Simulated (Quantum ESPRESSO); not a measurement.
# Net moment and magnetic energies of CrB2 (P6/mmm) against cell volume in PBEsol

The decision at stake is whether a magnetic model of CrB2 may keep a fixed Cr moment when pressure or chemical substitution changes the cell volume. If the moment itself responds, exchange parameters fitted at one volume cannot simply be carried to another. We calculated the metal with PBEsol at volumes from 0.80 to 1.16 of the measured cell, its shape kept. Cr moments were started parallel, or opposed in a pattern that reverses four of the six nearest Cr neighbours. Magnetic energy gains are counted per Cr atom from the run without spin polarisation at the same volume. The net moment belongs to the parallel state, whereas the measured order is antiferromagnetic.

## Calculations

One system, CrB2 (P6/mmm), 3 atom(s) a primitive cell, from measured cells of the Crystallography Open Database (measured order: antiferro (arxiv:1412.1629)). Quantum ESPRESSO 7.5, plane waves with GBRV 1.5 PBEsol pseudopotentials, cutoff 544 eV, Fermi-Dirac smearing of 0.1 eV, k meshes whose coarsest spacing along a reciprocal vector is 0.23 to 0.26 1/Å over all runs (2π included). Functional: PBEsol, no Hubbard U; collinear spins, no spin-orbit coupling. Atoms stay at fixed fractions of the cell and the mesh divisions are held. At each point the moments on Cr are started parallel, opposed (signs +-, cell doubled at q = (0,1/2,0) of the reciprocal vectors) and without spin polarisation. Of the opposed order at the middle point, it reverses 4 of 6 magnetic neighbours at 2.97 Å and 0 of 2 magnetic neighbours at 3.07 Å. Runs that did not converge or carry a known fault are not listed. The same in all rows: metal or insulator in the run from the parallel start, judged by its smearing entropy or density of states at the Fermi energy (a gap under a few smearing widths counts as a metal): metal.

Notes on method and selection:

- Each state is what a run reaches from typed starting moments; only a few collinear orders were started, so the lowest found need not be the ground state. Spin-orbit coupling is left out of these energies, which are free energies at the smearing width. A magnetic atom is one that was given a starting moment.
- Site moments count the spin inside each program's own atomic sphere, so they depend somewhat on its radius and leave out the spin between the spheres.
- Quantum ESPRESSO sets the radius of an element's spheres to about 0.41 of its shortest distance to a neighbour, so it changes from cell to cell and the site moment with it.
- A measured moment is set beside the table only where the run ends ferromagnetic and the measured order is ferromagnetic too.
- Runs that did not converge, have known faults or may not be shown are not listed, and runs on Ansatz's PAW sets soft_1 and soft_2 are kept to separate tables.

Columns:

- volume: cell volume over that of the given cell, shape kept.
- moment (μB): largest site spin moment reached from the parallel start.
- moment, opposed (μB): largest site spin moment reached from the opposed start.
- gain, opposed (meV): energy of the run without spin polarisation less that of the run from the opposed start, per magnetic atom.
- magnetic distance (Å): shortest distance between magnetic atoms.
- net moment (μB): net spin moment of that run per magnetic atom.
- magnetic energy gain (meV): energy of the run without spin polarisation less that of the parallel start, per magnetic atom (positive: magnetism is favoured).
- E(opposed) - E(parallel) (meV): energy of the run from the opposed start less that of the parallel start, per magnetic atom (positive: parallel is favoured); blank where a pattern was lost.

Input lines of one member:

```
&SYSTEM
  ecutwfc = 40
  ecutrho = 280
  nbnd = 18
  occupations = 'smearing'
  smearing = 'fd'
  degauss = 0.00734986
  nspin = 2
  starting_magnetization(1) = 0.1786
  starting_magnetization(2) = 0
/
&ELECTRONS
  conv_thr = 6d-09
  mixing_beta = 0.3
/
K_POINTS automatic
10 10 10 0 0 0
```

Command (options for logging and memory left out): `pw.x -in pw.in`

## Results

| member | volume | moment (μB) | moment, opposed (μB) | gain, opposed (meV) | magnetic distance (Å) | net moment (μB) | magnetic energy gain (meV) | E(opposed) - E(parallel) (meV) |
| --- | --- | --- | --- | --- | --- | --- | --- | --- |
| 0.8 | 0.80 | 0.229 | 0.45 | 5.3 | 2.757 | 0.27 | 0.1906 | −5.1 |
| 0.86 | 0.86 | 0.459 | 0.66 | 18.9 | 2.824 | 0.52 | 6.595 | −12.3 |
| 0.92 | 0.92 | 0.637 | 0.88 | 39.4 | 2.889 | 0.70 | 17.94 | −21.4 |
| 0.96 | 0.96 | 0.852 | 1.04 | 57.3 | 2.930 | 0.92 | 29.77 | −27.5 |
| 1 | 1.00 | 1.120 | 1.20 | 79.0 | 2.970 | 1.18 | 48.41 | −30.6 |
| 1.05 | 1.05 | ? | 1.40 | 112.0 | 3.019 | ? | ? | ? |
| 1.1 | 1.10 | 1.670 | 1.60 | 151.5 | 3.066 | 1.72 | 124.7 | −26.9 |
| 1.16 | 1.16 | 1.858 | 1.82 | 207.5 | 3.121 | 1.88 | 185.6 | −21.8 |

Cells marked ? are withheld until the estimate has been made.

net moment (μB) against volume, members shown:

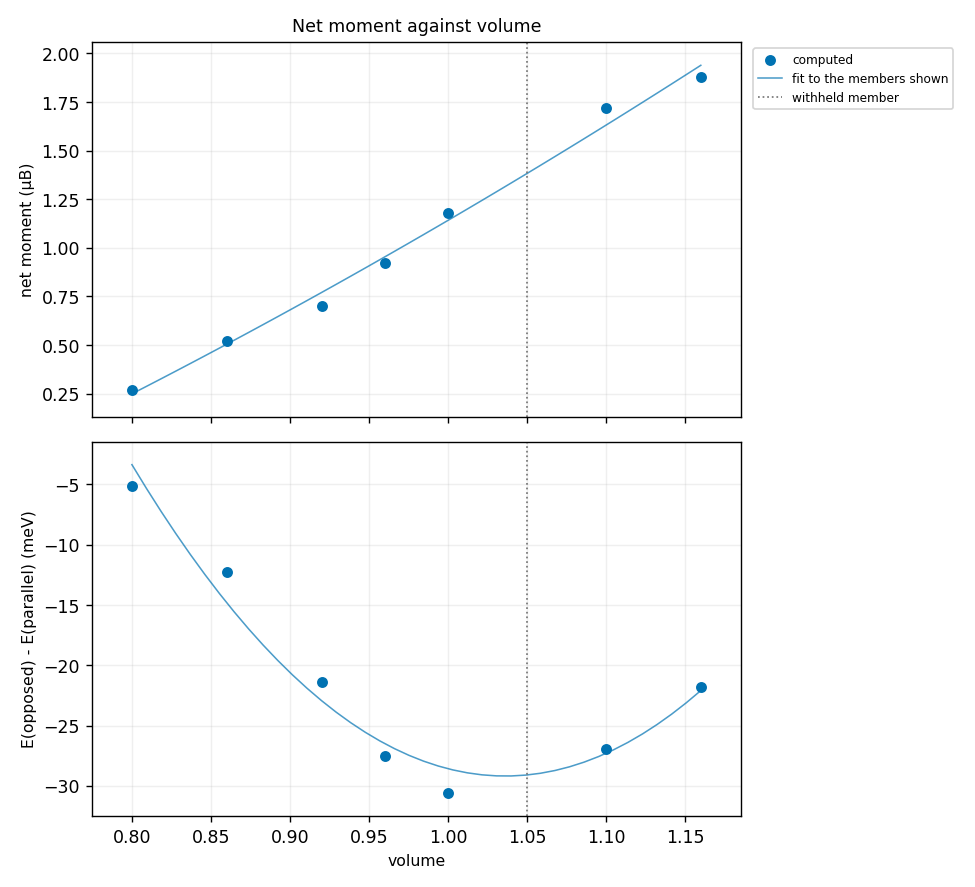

Least-squares fits to the members shown, with x = volume; R² and errors in the fitted variable (y, or ln y where the fit is in ln y):

| y | members | fit | R² | rms residual | leave-one-out rms | the same for the mean of the others |
| --- | --- | --- | --- | --- | --- | --- |
| net moment (μB) | 7 | y = −2.153 + 1.835 x + 1.459 x² | 0.99 | 0.053 | 0.12 | 0.65 |
| E(opposed) - E(parallel) (meV) | 7 | y = 467.56 − 958.74 x + 462.61 x² | 0.97 | 1.6 | 3.5 | 9.8 |

## Reading the trend

The net moment rises at every step shown, from 0.27 μB per Cr at volume 0.80 to 1.88 μB at 1.16, so a fixed moment is a bad approximation. Between 0.96 and 1.00 the slope is (1.18 − 0.92) / 0.04 = 6.5 μB per unit of relative volume, or about 0.07 μB for one percent. Between 1.10 and 1.16 it has dropped to (1.88 − 1.72) / 0.06 = 2.7 μB per unit of relative volume.

Band theory offers a likely main reason. Expansion weakens the overlap of Cr d orbitals with each other and with boron, the d bands narrow, and spin polarisation costs less kinetic energy. If direct d–d hopping scales as $d^{-5}$, with $d$ the Cr–Cr distance, its strength at 1.16 relative to 0.80 is (2.757 / 3.121)^5 = 0.54. The slower rise at the largest volumes would fit a d shell approaching the polarisation that its filling and its bonding to boron allow.

The opposed state is lower in energy than the parallel one in every row where both are given, in keeping with the antiferromagnetic sense of the measured order. Its advantage grows from 5.1 meV per Cr at 0.80 to 30.6 meV at 1.00, then shrinks to 21.8 meV at 1.16, although both moments keep growing. A possible cause is that weaker hopping and larger exchange splitting reduce the kinetic energy gained by opposed neighbours. A Heisenberg model with rigid moments fails on the compressed side: at 0.80 the parallel site moment is only 0.229 / 0.45 = 0.51 of the opposed one.

PBEsol places its own equilibrium below the measured volume, so a relaxed cell would have a smaller moment than the measured cell.

## A prediction

Plain estimates from the members shown:

- 1.05, fit at x = 1.05: 1.38 μB
- 1.05, straight-line interpolation between 1 and 1.1: w = (1.05 − 1.00) / (1.10 − 1.00) = 0.500, so 1.18 + 0.500 × (1.72 − 1.18) = 1.45 μB

For volume 1.05 we trust interpolation between neighbouring rows more than the quadratic fit. The fit bends upward throughout, whereas the slope falls from 6.5 μB per unit of relative volume below the gap to (1.72 − 1.18) / 0.10 = 5.4 across it and 2.7 above it. This downward bend also puts the expected value slightly above the straight-line estimate of 1.45 μB.

A cubic through the two nearest rows on each side (0.96, 1.00, 1.10 and 1.16) includes the bend. The size of each Lagrange weight is the product of the distances from 1.05 to the other three rows, divided by the product of the distances from the weight's own row to those three:

- 0.96: (0.05 × 0.05 × 0.11) / (0.04 × 0.14 × 0.20) = 0.246;
- 1.00: (0.09 × 0.05 × 0.11) / (0.04 × 0.10 × 0.16) = 0.773;
- 1.10: (0.09 × 0.05 × 0.11) / (0.14 × 0.10 × 0.06) = 0.589;
- 1.16: (0.09 × 0.05 × 0.05) / (0.20 × 0.16 × 0.06) = 0.117

The two outer weights are negative, so the estimate is

−0.246 × 0.92 + 0.773 × 1.18 + 0.589 × 1.72 − 0.117 × 1.88 = 1.48 μB.

The opposed site moment supports a smooth passage: its 1.40 μB at 1.05 lies midway between 1.20 and 1.60 μB, without a jump in that state.

We tried the same construction on the three shown members that have two rows on each side, leaving each out in turn. It misses the calculated net moment by about 0.04 μB at 0.92, by less than 0.01 μB at 0.96 and by about 0.01 μB at 1.00. Three trials are few, so we take the largest miss, 0.04 μB, as the standard deviation.

**Committed estimate, 1.05: net moment = 1.48 ± 0.04 μB.**

## Check

| member | volume | moment (μB) | moment, opposed (μB) | gain, opposed (meV) | magnetic distance (Å) | net moment (μB) | magnetic energy gain (meV) | E(opposed) - E(parallel) (meV) |
| --- | --- | --- | --- | --- | --- | --- | --- | --- |
| 1.05 | 1.05 | 1.402 | 1.40 | 112.0 | 3.019 | 1.46 | 80.89 | −31.1 |

| member | estimate | net moment (μB) | computed | estimate − computed | miss in error bars |
| --- | --- | --- | --- | --- | --- |
| 1.05 | committed | 1.48 | 1.46 | +0.02 | 0.5 |
| 1.05 | fit | 1.38 | 1.46 | −0.08 |  |
| 1.05 | interpolation | 1.45 | 1.46 | −0.01 |  |

net moment (μB) against volume:

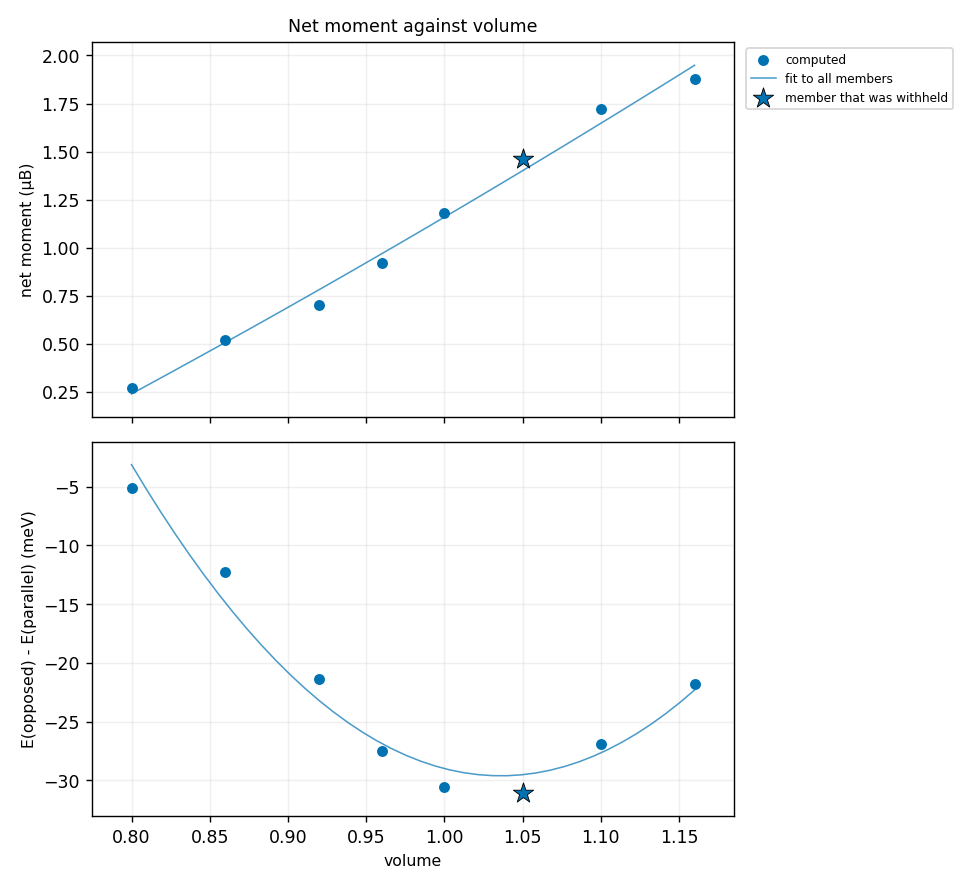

The estimate of 1.48 ± 0.04 μB lies 0.02 μB above the computed 1.46 μB, half an error bar away. It did much better than the quadratic fit, which was 0.08 μB too low, but slightly worse than the straight line, which missed by only 0.01 μB.

Trusting neighbouring rows over the global fit was right. The correction for curvature had the right sign but was too large: it added 0.03 μB to the straight line, where 0.01 μB was needed. In μB per unit of relative volume, the slope is (1.46 − 1.18) / 0.05 = 5.6 from 1.00 to 1.05 and (1.72 − 1.46) / 0.05 = 5.2 from 1.05 to 1.10, so most of the slowing to 2.7 comes after 1.10.

The smooth rise agrees with band narrowing on expansion. Our suggestion that the d shell nears a limit set by its filling and bonding looks weaker, because the opposed site moment hardly slows: its slope is (1.60 − 1.40) / 0.05 = 4.0 from 1.05 to 1.10 and (1.82 − 1.60) / 0.06 = 3.7 from 1.10 to 1.16, in μB per unit of relative volume. The flattening therefore belongs mainly to the parallel state, possibly to the shape of its bands near the Fermi energy.

## Outliers

Least-squares fits to the whole series, with x = volume; R² and errors in the fitted variable (y, or ln y where the fit is in ln y):

| y | members | fit | R² | rms residual | leave-one-out rms | the same for the mean of the others |
| --- | --- | --- | --- | --- | --- | --- |
| net moment (μB) | 8 | y = −2.668 + 2.868 x + 0.9586 x² | 0.99 | 0.055 | 0.12 | 0.62 |
| E(opposed) - E(parallel) (meV) | 8 | y = 480.9 − 985.5 x + 475.6 x² | 0.97 | 1.6 | 3.5 | 9.8 |

Largest departures from the fit to the whole series:

| member | net moment (μB) | fit | computed − fit | in rms residuals |
| --- | --- | --- | --- | --- |
| 0.92 | 0.70 | 0.78 | −0.08 | 1.5 |
| 1.1 | 1.72 | 1.65 | +0.07 | 1.3 |
| 1.16 | 1.88 | 1.95 | −0.07 | 1.2 |
| 1.05 | 1.46 | 1.40 | +0.06 | 1.1 |

No row stands out, since the largest departure from the quadratic fit is 0.08 μB, or 1.5 rms residuals, at volume 0.92. The moments lie above the curve at 1.05 and 1.10 and below it at 0.92 and 1.16, because the rise steepens around the measured volume and then slows, which a single parabola cannot follow. These departures are a fault of the fitted form and give no reason to suspect the individual runs.

## Rules of thumb and their limits

From volume 0.80 to 1.16 the net moment of the parallel state grows at every step, and the opposed state is lower in energy in all eight rows. Where two rows lie on each side, a cubic through them gives the net moment to about 0.04 μB.

For the antiferromagnetic metal the opposed moment is the more useful one. Around the measured cell it changes by (1.40 − 1.04) / (1.05 − 0.96) = 4.0 μB per unit of relative volume. Stretching all lengths by one percent adds about three percent to the volume and hence 0.03 × 4.0 = 0.12 μB per Cr.

We expect no omitted effect to exceed the spread of the net moment, 1.88 − 0.27 = 1.61 μB. The largest is probably spin fluctuations, which lower the ordered moment of such an itinerant magnet, by roughly 0.5 μB or more near the measured volume.

[Logs are printed without paths, hosts, clocks, repeated set-up lines and the standing remarks that a program may print on its own settings, such as how far it seeks lower states.]
